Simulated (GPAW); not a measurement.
System: SiC, space group F-43m (No. 216).

Structure:
```
Si C
1.0
     0.00000    2.17900    2.17900
     2.17900    0.00000    2.17900
     2.17900    2.17900    0.00000
Si C
1 1
Direct
  0.00000 0.00000 0.00000
  0.25000 0.25000 0.25000
```

Computed with GPAW 26.7.0: PAW DFT in plane waves, on a grid or in atomic orbitals, no spin polarisation; energies at scaled volumes of the given cell, shape and fractions fixed, counted from the fit's minimum, third-order Birch-Murnaghan fit. Level: r2SCAN with D4.

- k mesh: 10×10×10
- occupations: Fermi–Dirac
- smearing width: 0.05 eV
- potentials: GPAW PAW data sets (gpaw data 1.2.1)
- wave cutoff: 800 eV
- program settings: basis pw

What does the calculation give for the energy and pressure against volume? The volume takes the values 9.73, 9.93, 10.14, 10.35, 10.55, 10.76, 10.97 Å³/atom.

A third-order Birch–Murnaghan fit gives V0 = 10.33 Å³/atom, B0 = 228 GPa and B′ = 4.0. The energy is 27.99 meV/atom at volume 9.73 Å³/atom and 25.06 meV/atom at 10.97 Å³/atom; the lowest computed point is at volume 10.35 Å³/atom (0.03 meV/atom), in a single well. The pressure falls from 15.26 GPa at volume 9.73 Å³/atom to −12.30 GPa at 10.97 Å³/atom, and changes sign near 10.32 Å³/atom.

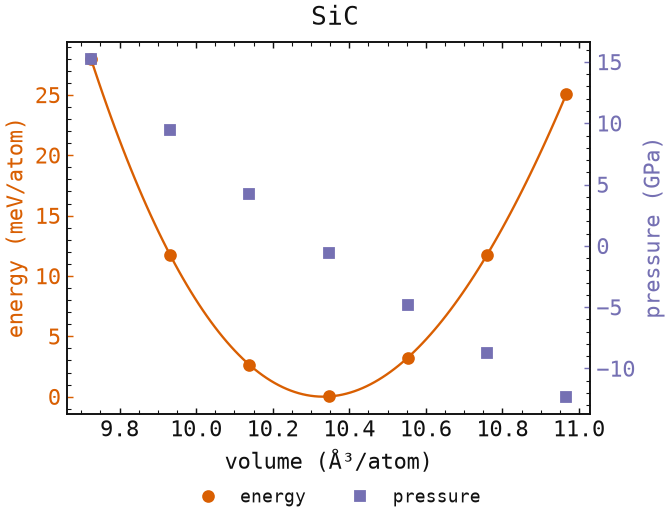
